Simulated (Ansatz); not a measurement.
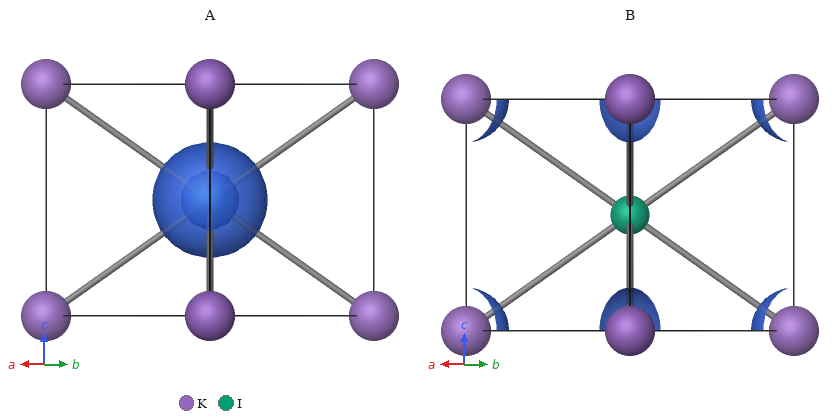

KI: densities of the states in two energy windows, as isosurfaces (each at a level of its own) in the conventional cell.

Space group Pm-3m. Spin-orbit coupling, left out here, splits and shifts the levels of such heavy elements, by tenths of an eV up to several eV. The cell comes from a database of computed structures, not from a measurement.

Level of theory: DFT PBE, scalar-relativistic, plane waves, PAW in Ansatz.

In a PAW calculation such maps are meaningful between the atoms, not at the nuclei.

**Match the panels to the energy ranges (zero at the valence-band maximum): −13.01 to −12.77 eV and −11.2 to −10.6 eV.**

Panel A: −11.2 to −10.6 eV, a separate group of bands, mainly I 5s (95 %).
Panel B: −13.01 to −12.77 eV, a separate group of bands (semicore or deep states), mainly K 3p (over 95 %).
The characters are Löwdin shares on a minimal set of atomic orbitals.

Cost of the run: 3.1 s on 1 thread of Arm Neoverse V2, with other jobs on the host, peak memory 0.34 GiB.
